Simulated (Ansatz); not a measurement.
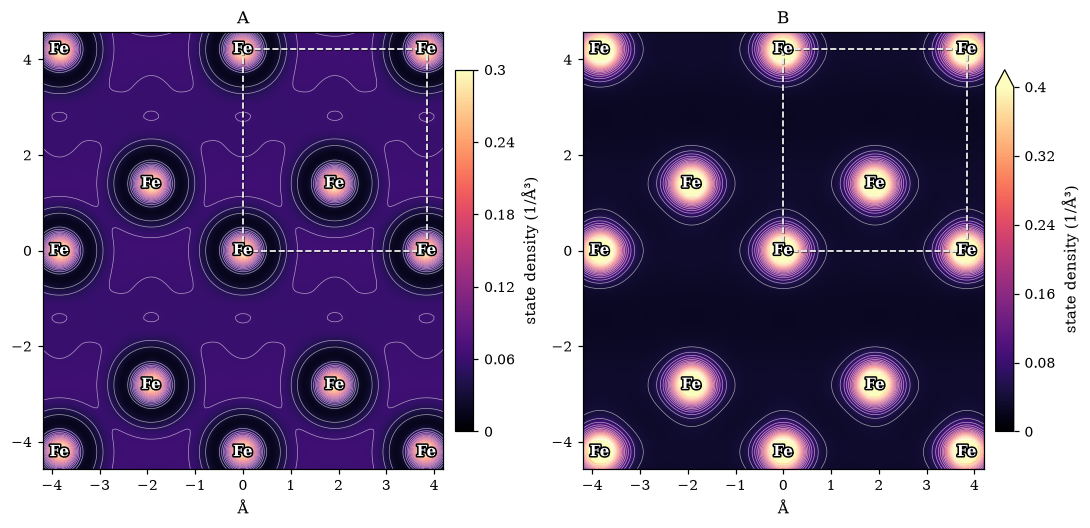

Fe: densities of the states in two energy windows, on the (110) plane of the conventional cell.

Space group P6_3/mmc; the calculation finds a residual pressure of about −11 GPa at this fixed cell; computed without spin polarisation. This isn't the usual form at ambient conditions. The cell comes from a database of computed structures, not from a measurement.

Computed with DFT LDA, scalar-relativistic, plane waves, PAW (Ansatz 0.2.0).

Core electrons are frozen (PAW), so the fields are smoothed inside the atomic spheres.

### The windows, about the Fermi level, are −9.2 to −6.1 eV and −6.1 to −3.1 eV. Which panel shows which?

Panel A: −9.2 to −6.1 eV, the lower third of the occupied valence band, mainly Fe 4s (90 %).
Panel B: −6.1 to −3.1 eV, the middle third of the occupied valence band, mainly Fe 3d (85 %) and Fe 4s (15 %).
The characters are Löwdin shares on a minimal set of atomic orbitals.

The run took 3.1 s on 1 thread of Arm Neoverse V2, on a shared host, peak memory 0.32 GiB.
